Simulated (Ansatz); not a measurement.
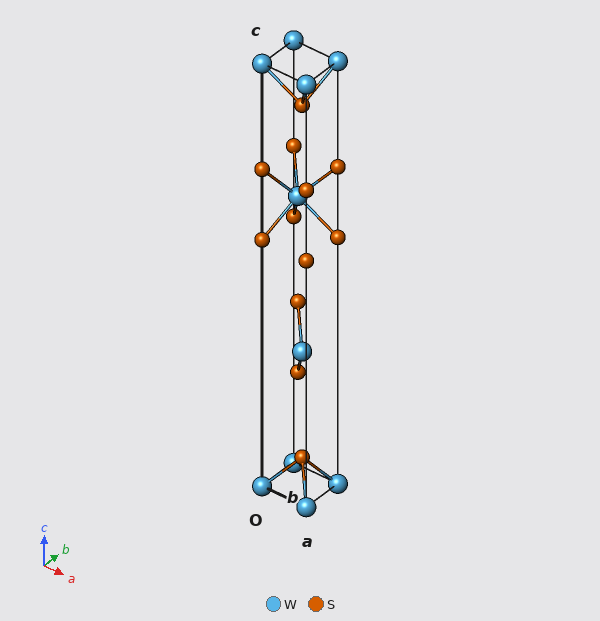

For WS₂, a calculation's input that goes back to an entry of the Crystallography Open Database (an earlier step may have relaxed or displaced it): one unit cell is drawn above. Geometry calculated from the standardised cell; symmetry tolerance 0.002 Å.

```xyz
9
Lattice="3.1718 0.0000 0.0000 -1.5859 2.7468 0.0000 0.0000 0.0000 18.7124" Properties=species:S:1:pos:R:3 pbc="T T T"
W     1.5859    0.9156    6.2250
S     1.5859    0.9156    1.5489
S     0.0000    1.8312    4.6630
W     0.0000    1.8312   12.4625
S     0.0000    1.8312    7.7864
S     0.0000    0.0000   10.9004
W     0.0000    0.0000   18.7000
S     0.0000    0.0000   14.0239
S     1.5859    0.9156   17.1379
```

What is its point group?

3m (C3v), order 6, trigonal system: one threefold axis, three mirror planes.

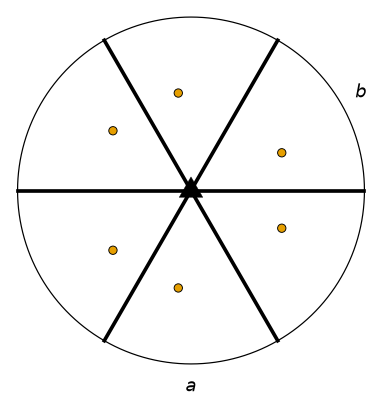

Stereographic projection: filled dots lie in the upper hemisphere, open rings in the lower; heavy lines are mirror planes (a heavy rim: a mirror in the plane of the page); lens, triangle, square and hexagon are 2-, 3-, 4- and 6-fold axes, a lens in an open square is −4, a triangle in an open hexagon −6; thin dashed diameters join the ends of axes that lie in the page; a small open circle marks inversion. The poles are one general form. The c axis points at the viewer.

What does this class allow?

Class 3m is not centrosymmetric; polar, so pyroelectricity and piezoelectricity are allowed; it is not chiral. Its Laue class is -3m.
